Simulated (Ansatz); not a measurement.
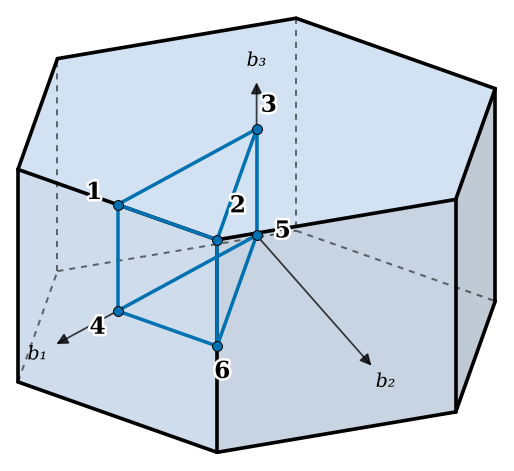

The first Brillouin zone of a primitive hexagonal lattice (hP; extended symbol hP2) is drawn with its special points numbered. Crystal: N, a calculation's input that goes back to an entry of the Crystallography Open Database (an earlier step may have relaxed or displaced it). The drawing is computed from the coordinates (standard cell, symmetry found to 0.002 Å).

a = 3.629 Å, b = 3.629 Å, c = 5.890 Å, α = 90.00°, β = 90.00°, γ = 120.00°.

Labels and path follow the convention of Hinuma et al. (2017), as computed by seekpath; the arrows show the directions of the reciprocal primitive vectors b₁, b₂, b₃, in which coordinates are given.

### Which special point is each number?

| no. | label | coordinates |
| --- | --- | --- |
| 1 | L | (1/2, 0, 1/2) |
| 2 | H | (1/3, 1/3, 1/2) |
| 3 | A | (0, 0, 1/2) |
| 4 | M | (1/2, 0, 0) |
| 5 | Γ | (0, 0, 0) |
| 6 | K | (1/3, 1/3, 0) |
